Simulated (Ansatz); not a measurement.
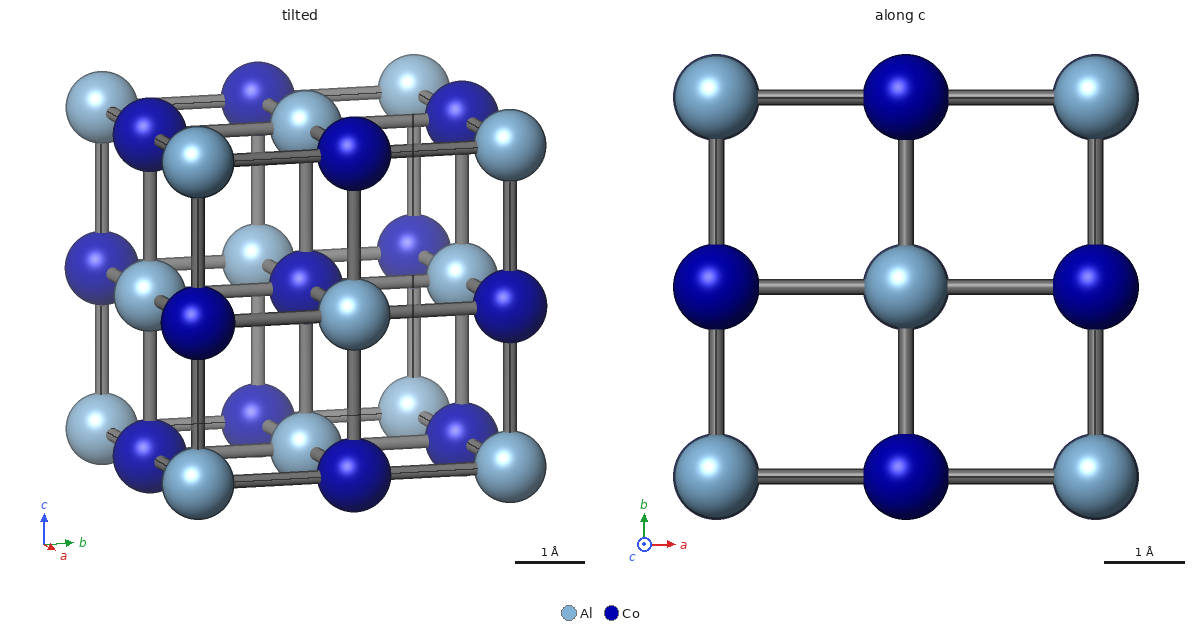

The image is a ball-and-stick drawing of a crystal, viewed slightly off an axis and along the c axis. The conventional unit cell is drawn as a box. Cell: a = 4.79 Å, b = 4.79 Å, c = 4.79 Å, α = 90.00°, β = 90.00°, γ = 90.00°.

It goes back to a random cell made by a generator, so it need not be a real form of the compound. Earlier steps of the study may have refined or changed the cell and positions. It went into a calculation with Ansatz.

Give a description of the structure.

Answer. It has the composition AlCo. The structure has Fm-3m (No. 225) symmetry and a face-centred cubic lattice. Type of structure: rock salt (NaCl type). One cell contains 4 Al, 4 Co, 8 atoms in all. Each Al atom is coordinated by six Co in an octahedral arrangement at about 2.4 Å. The Co atoms are each bonded to six Al in an octahedral arrangement at about 2.4 Å. The bonds build a three-dimensional framework.

Results below were computed with DFT PBE, scalar-relativistic, plane waves, PAW (Ansatz 0.2.0); the settings were E_cut = 420 eV, k-points about 0.11 Å⁻¹ apart, Gaussian smearing of 0.1 eV, no spin polarisation (a spin-restricted run, not always the ground state).

Does it come out as a metal, or with a gap?

Answer. A metal: bands cross the Fermi level.

What net charge does each kind of atom have (Bader)?

Answer. Al +1.41 e; Co -1.41 e.

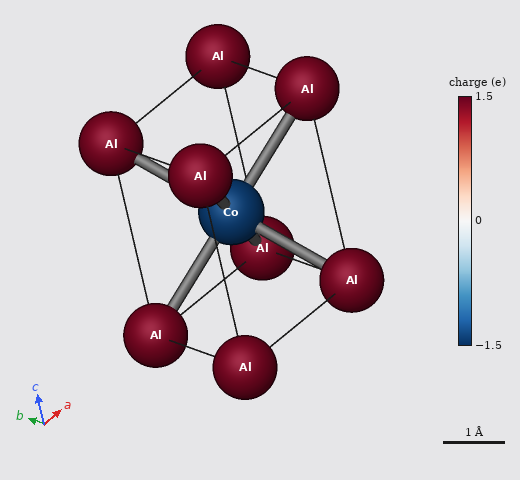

The atoms coloured by those charges. The run's cell of 2 atoms is drawn, so axes and origin can differ from the first picture.

Does the calculation find this structure at rest?

Answer. Yes. All forces vanish to within 0.01 eV/Å. The pressure is 0.0 GPa, close to zero.
